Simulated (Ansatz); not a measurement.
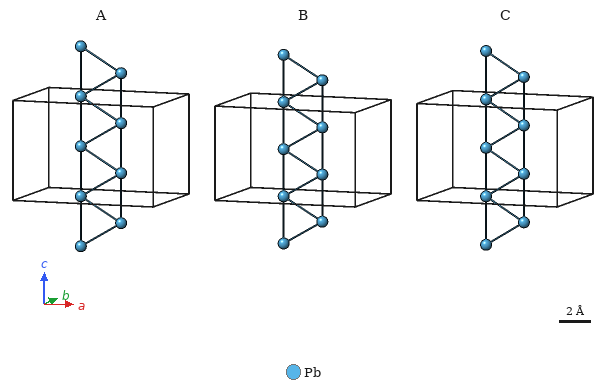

3 geometries from one relaxation of a wire of composition Pb, in shuffled order. The picture is a ball-and-stick view of the 2 repeat of the cell, with the vacuum cut short, seen slightly off an axis.

Case: strip chain of atoms.

Theory: Ansatz 0.2.0, DFT PBEsol, scalar-relativistic, plane waves, PAW. Settings: plane-wave cutoff 420 eV; k-point mesh 1 × 1 × 19; occupations gaussian; smearing width 0.05 eV; collinear spin; cell relaxed at fixed a, b, alpha, beta, gamma; force threshold 0.01 eV/Å; at most 45 steps.

**Put them in the order of the run, from the start to the converged end.**

A, C, B. They are steps 0, 1, 4, at +0.139 eV per cell of the calculation, +26.6 meV per cell of the calculation relative to the last. After 3 accepted moves (4 points after the start) the energy has fallen by 0.139 eV per cell of the calculation. The largest force component goes from 0.59 to 0.0043 eV/Å. The SCF was repeated once at an unchanged geometry on a basis and grid sized afresh for the cell, which shifted the energy by 0.3 meV per cell of the calculation at most. The largest moves relative to the layer's centre, 0.055 Å, are those of Pb atoms. Along the periodic axis the drawn cell goes c 6.657 → 6.280 Å (−5.6 %). Some distances before and after: Pb–Pb 3.328 → 3.140 Å, Pb–Pb 3.279 → 3.136 Å. The program noted that the starting moments weren't kept.

Limits of the set-up: the k-point mesh is coarse for a cell with partly filled bands.
